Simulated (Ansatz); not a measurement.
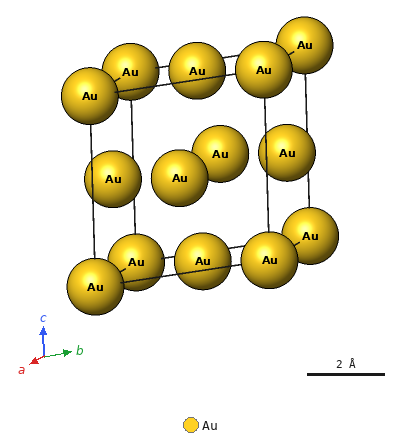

The structure as given in the input (spheres-only view of the reduced cell, seen slightly off an axis). An atom can appear more than once, as a periodic image.

Run report: Au, geometry relaxation (part 1 of 2)

Au (C2/m, 4 atoms in the cell), computed with DFT PBE, scalar-relativistic, plane waves, PAW, no spin polarisation (Ansatz 0.2.0).

The structure derives from an entry of the Crystallography Open Database. It belongs to a series of runs on one base structure; here: film's bulk on the substrate's plane, third vector and atoms relaxed.

Log:
```
Engine: ansatz 0.2.0, aarch64-unknown-linux-gnu
Pseudopotentials: kind: paw
Pseudopotential: Au, paw, valence charge 19, recommended cutoff 420 eV (normal), Au.paw.azcp
Functional definition: PBE
  parameter kappa = 0.804
  parameter beta = 0.06672455060314922
  exchange = pbe_x(kappa = kappa, mu = beta*pi^2/3)
  correlation = pbe_c(beta = beta)
Crystal: 4 atoms, lattice volume = 75.412 Å³
Basis set: ecut = 420 eV, 1485 PW (Γ), exchange–correlation on 90×90×40 points (8 copies of the dense FFT grid, shifted against one another)
Bands: 46, of which v1, the nominal top of the filled ones, is band 38 counted from 1 (37 counted from 0)
Symmetry: 16 space group operations
Space group: C2/m (ITA 12), of the structure as read, at distance tolerance 4.2e-5 Å
k-points: 212 of 735
Non-local potential: Au, projectors of the file, l = 0: 3, l = 1: 2, l = 2: 2, l = 3: 1
PAW form: soft (Blöchl's): semilocal exchange-correlation on the pseudo side does not see the compensation charge
PAW one-centre angular grid: Au, 590 points (default); XC on 64 Gauss nodes
Initial density: superposition of atomic densities (neutral atoms: chi_scale 0, normalization atom), corrected by the library's trained network
Initial wavefunctions: pseudopotential atomic-orbital guess
Functional: x = pbe(κ = 0.804, μ = 0.2195149727645171), c = pbe(β = 0.06672455060314922)
SCF iter   1: F=—  HF=-52597.158730 eV  |F-HF|=—  |Δ(HF+E_count)|=         —  Δρ=1.45e-3  dr2=2.95e-4  ethr=1.77e-3  ⟨swp⟩=5.8  Hψ=31782  notcnv=0  defer=171
preconditioner: auto → Kerker (q_TF=auto, 2.732 Å⁻¹)  [metal: Δε(μ)=0.012 eV  Ē_g=10.032 eV  σ=0.100 eV  W_gap=0.07  n_scr=28 (ndim 8)  ℏωp=28.4 eV  f_vac=0.000  D(μ)=1.61/eV (n_scr^D=8)]
SCF iter   2: F=—  HF=-52597.161924 eV  |F-HF|=—  |Δ(HF+E_count)|=   3.19e-3  Δρ=8.33e-4  dr2=1.16e-4  ethr=3.88e-7  ⟨swp⟩=3.0  Hψ=22247  notcnv=0  defer=200
SCF iter   3: F=—  HF=-52597.162259 eV  |F-HF|=—  |Δ(HF+E_count)|=   3.35e-4  Δρ=6.45e-5  dr2=7.74e-7  ethr=1.52e-7  ⟨swp⟩=2.0  Hψ=13944  notcnv=0  defer=200
SCF iter   4: F=—  HF=-52597.162242 eV  |F-HF|=—  |Δ(HF+E_count)|=   1.69e-5  Δρ=2.00e-5  dr2=1.21e-7  ethr=1.02e-9  ⟨swp⟩=2.5  Hψ=16948  notcnv=0  defer=200
iter 5 did not close the SCF: its close was put off for the readings that it lacked (scf_convergence_deferred on its scf_iter line)
SCF iter   5: F=-52597.162242 eV  HF=-52597.162242 eV  |F-HF|=1.09e-10  |Δ(HF+E_count)|=   1.58e-7  Δρ=2.89e-6  dr2=5.21e-9  ethr=1.59e-10  ⟨swp⟩=2.0  Hψ=13727  notcnv=0  defer=200
SCF iter   6: F=-52597.162242 eV  HF=-52597.162242 eV  |F-HF|=1.31e-10  |Δ(HF+E_count)|=  6.62e-10  Δρ=1.06e-6  dr2=7.54e-10  ethr=6.85e-12  ⟨swp⟩=9.1  Hψ=58670  notcnv=0
SCF 1 converged in 6 iterations: F = -52597.162242 eV  dr2 = 7.54e-10
  greatest PAW one-centre occupation: 1.000 electrons in one spin orbital (limit 2), on the Au atom at site 3 (counted from 0), in its partial waves of l = 0
relax step   1: F+E_penalty+E_count = -52597.16224233 eV  Δ(F+E_penalty+E_count) = +0.000e0 eV  max|allowed force component| = 7.060e-29 eV/Å  Δτ_max = 0.0000 Å  P = -3.709 GPa  Ω = 75.412 Å³  fix = [a, b, gamma]  reactions: a -4.983, b -4.983 GPa; gamma +2.794 GPa/rad  (6 SCF iters, dr2 threshold 1.00e-7 eV, accepted)
Crystal: 4 atoms, lattice volume = 74.540 Å³
Basis set: ecut = 420 eV, 1477 PW (Γ), exchange–correlation on 90×90×40 points (8 copies of the dense FFT grid, shifted against one another)
Initial density: handed on by an earlier stage of this run
Initial wavefunctions: those handed on with the density
iter 1 solved again at ethr=3.18e-6 eV; its pass at ethr=3.10e-3 eV (dr2=2.42e-3 eV) is discarded
SCF iter   1: F=—  HF=-52597.177632 eV  |F-HF|=—  |Δ(HF+E_count)|=         —  Δρ=2.64e-3  dr2=2.37e-3  ethr=3.18e-6  ⟨swp⟩=1.7  Hψ=48653  notcnv=0
preconditioner: auto → Kerker (q_TF=auto, 2.737 Å⁻¹)  [metal: Δε(μ)=0.009 eV  Ē_g=10.122 eV  σ=0.100 eV  W_gap=0.05  n_scr=28 (ndim 8)  ℏωp=28.5 eV  f_vac=0.000  D(μ)=1.62/eV (n_scr^D=8)]
SCF iter   2: F=—  HF=-52597.177146 eV  |F-HF|=—  |Δ(HF+E_count)|=   4.86e-4  Δρ=1.40e-3  dr2=6.34e-4  ethr=3.12e-6  ⟨swp⟩=1.0  Hψ=9752  notcnv=0
SCF iter   3: F=—  HF=-52597.176980 eV  |F-HF|=—  |Δ(HF+E_count)|=   1.66e-4  Δρ=1.57e-4  dr2=1.22e-5  ethr=8.34e-7  ⟨swp⟩=2.6  Hψ=16541  notcnv=0
SCF iter   4: F=—  HF=-52597.176988 eV  |F-HF|=—  |Δ(HF+E_count)|=   8.09e-6  Δρ=4.51e-5  dr2=8.77e-7  ethr=1.61e-8  ⟨swp⟩=2.5  Hψ=14582  notcnv=0
SCF iter   5: F=-52597.176988 eV  HF=-52597.176988 eV  |F-HF|=2.40e-9  |Δ(HF+E_count)|=   2.06e-7  Δρ=8.67e-6  dr2=4.93e-8  ethr=5.26e-10  ⟨swp⟩=8.5  Hψ=59782  notcnv=0
SCF 2 converged in 5 iterations: F = -52597.176988 eV  dr2 = 4.93e-8
relax step   2: F+E_penalty+E_count = -52597.17698842 eV  Δ(F+E_penalty+E_count) = -1.475e-2 eV  max|allowed force component| = 9.624e-29 eV/Å  Δτ_max = 0.0000 Å  P = -2.286 GPa  Ω = 74.540 Å³  energy of the carried Pulay correction = +2.794e-4 eV  fix = [a, b, gamma]  reactions: a -3.623, b -3.623 GPa; gamma +1.732 GPa/rad  (5 SCF iters, dr2 threshold 4.00e-7 eV, accepted)
Crystal: 4 atoms, lattice volume = 74.700 Å³
iter 1 solved again at ethr=8.30e-7 eV; its pass at ethr=3.10e-3 eV (dr2=6.31e-4 eV) is discarded
SCF iter   1: F=—  HF=-52597.175925 eV  |F-HF|=—  |Δ(HF+E_count)|=         —  Δρ=1.68e-3  dr2=5.46e-4  ethr=8.30e-7  ⟨swp⟩=2.1  Hψ=49818  notcnv=0
preconditioner: auto → Kerker (q_TF=auto, 2.736 Å⁻¹)  [metal: Δε(μ)=0.002 eV  Ē_g=10.099 eV  σ=0.100 eV  W_gap=0.01  n_scr=28 (ndim 8)  ℏωp=28.5 eV  f_vac=0.000  D(μ)=1.35/eV (n_scr^D=6)]
SCF iter   2: F=—  HF=-52597.175931 eV  |F-HF|=—  |Δ(HF+E_count)|=   6.00e-6  Δρ=9.52e-4  dr2=1.91e-4  ethr=7.19e-7  ⟨swp⟩=1.0  Hψ=9752  notcnv=0
SCF iter   3: F=—  HF=-52597.175944 eV  |F-HF|=—  |Δ(HF+E_count)|=   1.23e-5  Δρ=7.42e-5  dr2=2.85e-6  ethr=2.51e-7  ⟨swp⟩=2.7  Hψ=16139  notcnv=0
SCF iter   4: F=-52597.175945 eV  HF=-52597.175945 eV  |F-HF|=7.57e-10  |Δ(HF+E_count)|=   8.33e-7  Δρ=1.31e-5  dr2=1.16e-7  ethr=5.26e-10  ⟨swp⟩=9.3  Hψ=62568  notcnv=0
SCF 3 converged in 4 iterations: F = -52597.175945 eV  dr2 = 1.16e-7
relax step   3: F+E_penalty+E_count = -52597.17594453 eV  Δ(F+E_penalty+E_count) = +1.044e-3 eV  max|allowed force component| = 8.204e-29 eV/Å  Δτ_max = 0.0000 Å  P = -2.692 GPa  Ω = 74.700 Å³  energy of the carried Pulay correction = +2.116e-4 eV  fix = [a, b, gamma]  (4 SCF iters, dr2 threshold 4.00e-7 eV, rejected (line search))
Crystal: 4 atoms, lattice volume = 74.648 Å³
Basis set: ecut = 420 eV, 1465 PW (Γ), exchange–correlation on 90×90×40 points (8 copies of the dense FFT grid, shifted against one another)
iter 1 solved again at ethr=2.53e-7 eV; its pass at ethr=3.10e-3 eV (dr2=1.92e-4 eV) is discarded
SCF iter   1: F=—  HF=-52597.179859 eV  |F-HF|=—  |Δ(HF+E_count)|=         —  Δρ=8.54e-4  dr2=1.36e-4  ethr=2.53e-7  ⟨swp⟩=2.1  Hψ=48521  notcnv=0
preconditioner: auto → Kerker (q_TF=auto, 2.736 Å⁻¹)  [metal: Δε(μ)=0.015 eV  Ē_g=10.110 eV  σ=0.100 eV  W_gap=0.08  n_scr=28 (ndim 8)  ℏωp=28.5 eV  f_vac=0.000  D(μ)=1.41/eV (n_scr^D=6)]
SCF iter   2: F=—  HF=-52597.179866 eV  |F-HF|=—  |Δ(HF+E_count)|=   7.03e-6  Δρ=4.86e-4  dr2=4.92e-5  ethr=1.79e-7  ⟨swp⟩=1.0  Hψ=9752  notcnv=0
SCF iter   3: F=—  HF=-52597.179875 eV  |F-HF|=—  |Δ(HF+E_count)|=   8.21e-6  Δρ=4.18e-5  dr2=9.40e-7  ethr=6.47e-8  ⟨swp⟩=2.7  Hψ=16534  notcnv=0
SCF iter   4: F=—  HF=-52597.179874 eV  |F-HF|=—  |Δ(HF+E_count)|=   8.14e-7  Δρ=7.32e-6  dr2=3.83e-8  ethr=1.24e-9  ⟨swp⟩=2.3  Hψ=14312  notcnv=0
SCF iter   5: F=—  HF=-52597.179874 eV  |F-HF|=—  |Δ(HF+E_count)|=   2.54e-9  Δρ=1.94e-6  dr2=1.83e-9  ethr=5.04e-11  ⟨swp⟩=2.5  Hψ=14270  notcnv=0
SCF iter   6: F=-52597.179874 eV  HF=-52597.179874 eV  |F-HF|=4.37e-11  |Δ(HF+E_count)|=  7.06e-10  Δρ=4.16e-7  dr2=1.05e-10  ethr=1.00e-12  ⟨swp⟩=6.1  Hψ=45316  notcnv=0
SCF 4 converged in 6 iterations: F = -52597.179874 eV  dr2 = 1.05e-10
relax step   4: F+E_penalty+E_count = -52597.17987379 eV  Δ(F+E_penalty+E_count) = -2.885e-3 eV  max|allowed force component| = 3.688e-29 eV/Å  Δτ_max = 0.0000 Å  P = -2.577 GPa  Ω = 74.648 Å³  energy of the carried Pulay correction = +2.372e-4 eV  fix = [a, b, gamma]  reactions: a -3.813, b -3.813 GPa; gamma +1.517 GPa/rad  (6 SCF iters, accepted)
Crystal: 4 atoms, lattice volume = 74.584 Å³
iter 1 solved again at ethr=3.97e-8 eV; its pass at ethr=3.10e-3 eV (dr2=3.02e-5 eV) is discarded
SCF iter   1: F=—  HF=-52597.179921 eV  |F-HF|=—  |Δ(HF+E_count)|=         —  Δρ=1.40e-4  dr2=7.76e-6  ethr=3.97e-8  ⟨swp⟩=2.8  Hψ=39357  notcnv=0
preconditioner: auto → Kerker (q_TF=auto, 2.737 Å⁻¹)  [metal: Δε(μ)=0.004 eV  Ē_g=10.117 eV  σ=0.100 eV  W_gap=0.02  n_scr=28 (ndim 8)  ℏωp=28.5 eV  f_vac=0.000  D(μ)=1.38/eV (n_scr^D=6)]
SCF iter   2: F=—  HF=-52597.179919 eV  |F-HF|=—  |Δ(HF+E_count)|=   1.44e-6  Δρ=7.45e-5  dr2=1.97e-6  ethr=1.02e-8  ⟨swp⟩=2.2  Hψ=13331  notcnv=0
SCF iter   3: F=—  HF=-52597.179919 eV  |F-HF|=—  |Δ(HF+E_count)|=   4.32e-7  Δρ=1.07e-5  dr2=5.63e-8  ethr=2.59e-9  ⟨swp⟩=2.4  Hψ=13652  notcnv=0
SCF iter   4: F=-52597.179919 eV  HF=-52597.179919 eV  |F-HF|=4.66e-10  |Δ(HF+E_count)|=   1.91e-9  Δρ=2.85e-6  dr2=3.89e-9  ethr=4.80e-11  ⟨swp⟩=7.5  Hψ=51781  notcnv=0
SCF 5 converged in 4 iterations: F = -52597.179919 eV  dr2 = 3.89e-9
relax step   5: F+E_penalty+E_count = -52597.17991873 eV  Δ(F+E_penalty+E_count) = -4.494e-5 eV  max|allowed force component| = 1.104e-28 eV/Å  Δτ_max = 0.0000 Å  P = -2.455 GPa  Ω = 74.584 Å³  energy of the carried Pulay correction = +2.581e-4 eV  fix = [a, b, gamma]  reactions: a -3.701, b -3.701 GPa; gamma +1.422 GPa/rad  (4 SCF iters, dr2 threshold 3.65e-8 eV, accepted)
Initial wavefunctions: pseudopotential atomic-orbital guess (no wavefunctions were taken with the density)
iter 1 solved again at ethr=5.51e-9 eV; its pass at ethr=3.10e-3 eV (dr2=4.19e-6 eV) is discarded
SCF iter   1: F=—  HF=-52597.179533 eV  |F-HF|=—  |Δ(HF+E_count)|=         —  Δρ=1.66e-4  dr2=9.87e-7  ethr=5.51e-9  ⟨swp⟩=4.6  Hψ=64440  notcnv=0
SCF iter   2: F=—  HF=-52597.179583 eV  |F-HF|=—  |Δ(HF+E_count)|=   4.99e-5  Δρ=8.46e-5  dr2=2.54e-7  ethr=1.30e-9  ⟨swp⟩=1.0  Hψ=9753  notcnv=0
SCF iter   3: F=—  HF=-52597.179602 eV  |F-HF|=—  |Δ(HF+E_count)|=   1.86e-5  Δρ=2.53e-6  dr2=9.95e-10  ethr=3.34e-10  ⟨swp⟩=2.1  Hψ=14521  notcnv=0
SCF iter   4: F=—  HF=-52597.179602 eV  |F-HF|=—  |Δ(HF+E_count)|=   6.94e-9  Δρ=7.61e-7  dr2=1.66e-10  ethr=1.00e-12  ⟨swp⟩=7.6  Hψ=51109  notcnv=0
SCF iter   5: F=-52597.179602 eV  HF=-52597.179602 eV  |F-HF|=2.91e-11  |Δ(HF+E_count)|=  1.67e-10  Δρ=1.17e-7  dr2=8.90e-12  ethr=1.00e-12  ⟨swp⟩=5.0  Hψ=39569  notcnv=0
SCF 6 converged in 5 iterations: F = -52597.179602 eV  dr2 = 8.90e-12
relax step   6: F+E_penalty+E_count = -52597.17960189 eV  Δ(F+E_penalty+E_count) = +3.168e-4 eV  max|allowed force component| = 1.057e-28 eV/Å  Δτ_max = 0.0000 Å  P = -2.455 GPa  Ω = 74.584 Å³  fix = [a, b, gamma]  reactions: a -3.701, b -3.701 GPa; gamma +1.420 GPa/rad  stress off target by 4.47e-2 GPa on what of the cell is left free  SCF on the basis re-selected at this cell (its energy is not comparable with the rows above)  (5 SCF iters)
```

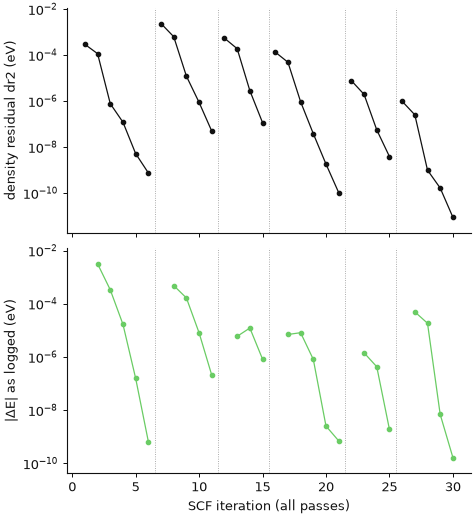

Convergence of the self-consistent field: density residual dr2 and size of the energy change against the SCF iteration. The dotted lines part the SCF passes of the relaxation: geometry steps, rejected trials and re-solves on a re-selected basis. The 6 passes take 4 to 6 iterations each, 30 in all.

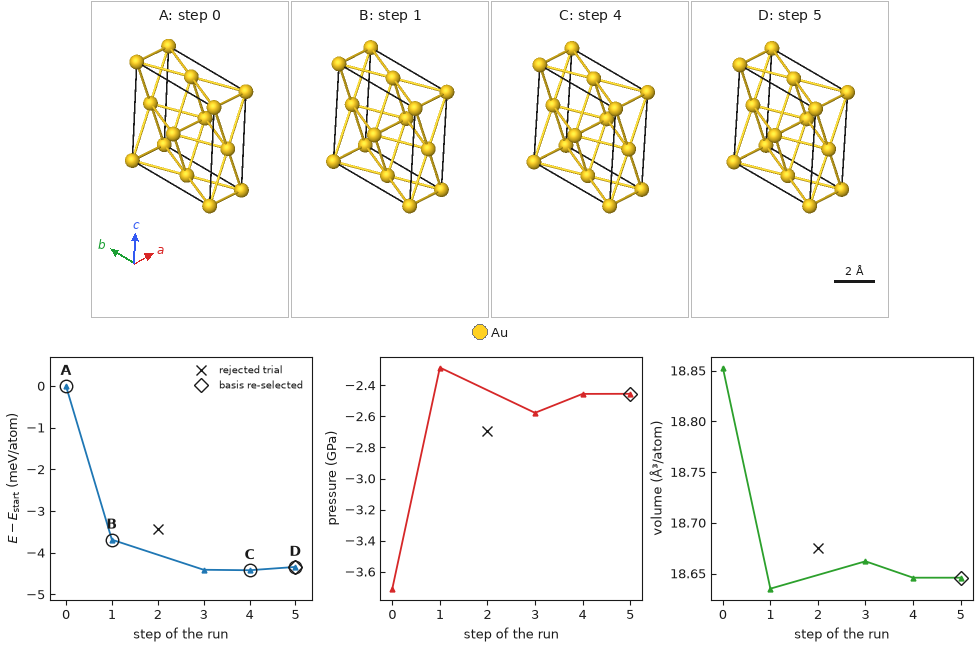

Frames of the relaxation (ball-and-stick view of the reduced cell, seen at an oblique angle) above the curves, on which the letters mark them (the first geometry is step 0 here and step 1 in the log).

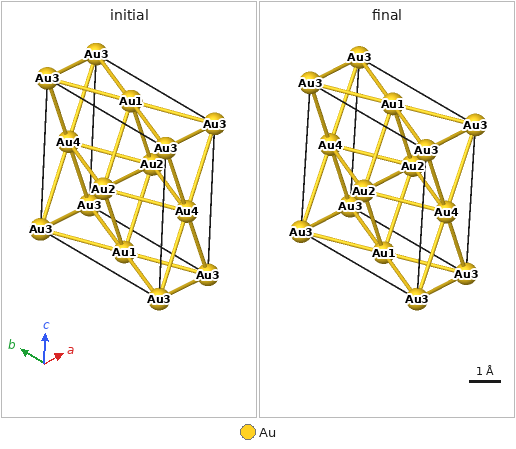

Before (left) and after (right) the relaxation, at one scale (ball-and-stick view of the reduced cell, seen at an oblique angle). No atom moves by more than 0.005 Å relative to the cell. The drawn cell changes as follows: a 2.837 → 2.880 Å (+1.5 %), b = c 5.251 → 5.174 Å (−1.5 %), α 75.6° → 76.9°, β 85.7° → 84.7°, γ 85.7° → 84.7°; the volume changes by −1.1 %. Distances before and after: Au1–Au2 2.889 → 2.841 Å, Au1–Au1 2.837 → 2.880 Å. The space group stays C2/m (No. 12). After 4 geometry steps the energy has fallen by 4.4 meV per atom. All forces vanish by symmetry, so only the cell relaxes. The pressure goes from −3.71 to −2.45 GPa. The line search rejected the trial step at point 2 (counted from 0) and went back. A last SCF at the same geometry on a re-selected plane-wave basis shifts the energy by +0.1 meV per atom. (Atoms are counted from 1 in the order of the input.)
